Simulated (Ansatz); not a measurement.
The coordinates of a crystal:

```cif
data_structure
_symmetry_space_group_name_H-M 'P 1'
_symmetry_Int_Tables_number 1
_cell_length_a 3.1164
_cell_length_b 3.1164
_cell_length_c 2.6421
_cell_angle_alpha 90.000
_cell_angle_beta 90.000
_cell_angle_gamma 90.000
_cell_volume 25.66
loop_
_atom_site_label
_atom_site_type_symbol
_atom_site_fract_x
_atom_site_fract_y
_atom_site_fract_z
_atom_site_occupancy
Cu1 Cu 0.00000 0.00000 0.00000 1
Cu2 Cu 0.50000 0.50000 0.50000 1
```

> Give a crystallographic description of this input.

The element is copper. It belongs to space group I4/mmm (No. 139) and has a body-centred tetragonal lattice. The cell holds two atoms. The neighbours of Cu are ten Cu at 2.57 to 2.64 Å. The bonds build a three-dimensional framework.

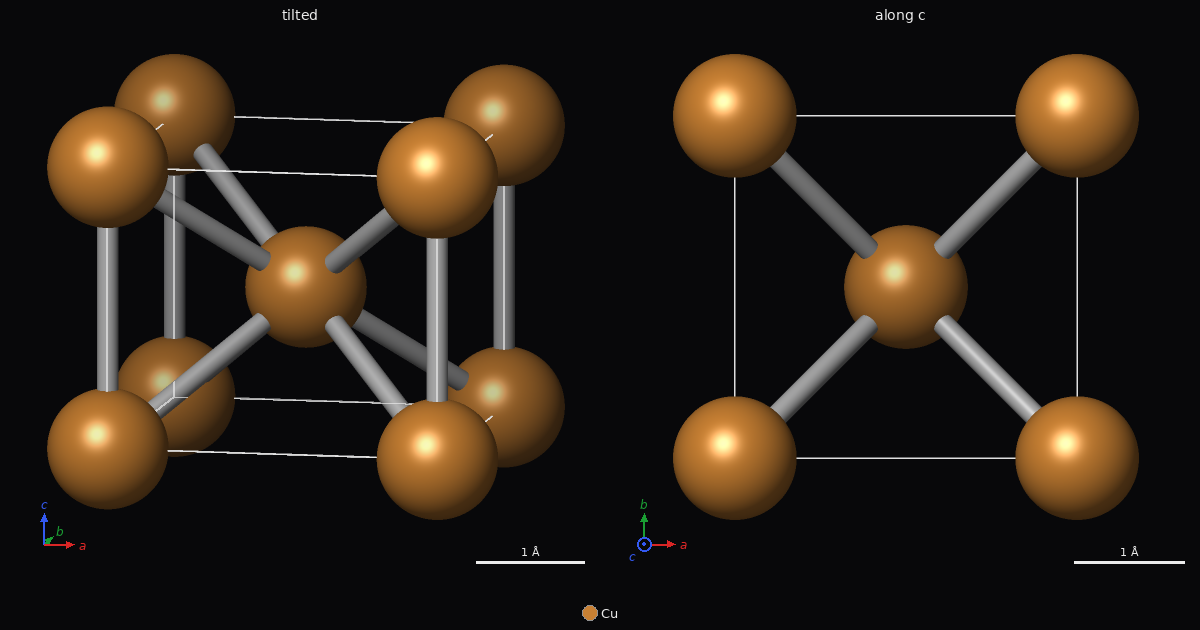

The image is a ball-and-stick drawing of a crystal, viewed slightly off an axis and along the c axis. The conventional unit cell is outlined; an atom on or near a face, edge or corner is repeated at each equivalent position. Colours: copper orange.

Provenance: a structure listed in the Materials Project. The cell was then strained or its atoms displaced on purpose. A calculation with Ansatz used it as input.

At this level of theory the run's own cell isn't at rest (stretched, at -14 GPa), so its distances can differ from those at equilibrium, the more so the softer the solid.
